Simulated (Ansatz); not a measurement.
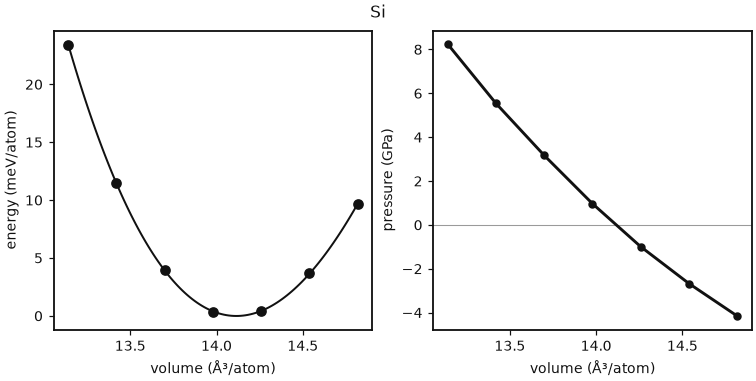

**Figure.** Energy and pressure against volume for Si, space group I4/mmm (No. 139).

A third-order Birch–Murnaghan fit gives V0 = 14.12 Å³/atom, B0 = 97.3 GPa and B′ = 4.8. The energy is 23.44 meV/atom at volume 13.14 Å³/atom and 9.65 meV/atom at 14.82 Å³/atom; the lowest computed point is at volume 13.98 Å³/atom (0.36 meV/atom), and no other minimum shows. The pressure falls from 8.24 GPa at volume 13.14 Å³/atom to −4.15 GPa at 14.82 Å³/atom, and changes sign near 14.12 Å³/atom.

Calculation (Ansatz 0.2.0): all-electron LAPW DFT, no spin polarisation; energies at scaled volumes of the given cell, shape and fractions fixed, counted from the fit's minimum, third-order Birch-Murnaghan fit. Level: PBEsol.

k mesh 13×13×13; occupations Fermi–Dirac; smearing width 0.05 eV; potentials all electron LAPW, scalar relativistic; program settings basis error eV/atom 0.001.

Cell as given: a = 2.653 Å, b = 2.653 Å, c = 2.653 Å, α = 104.34°, β = 104.34°, γ = 120.30°; 1 atom.

Caveats: shape and atomic fractions are frozen while scaling, which makes layered, chain and framework solids too stiff.
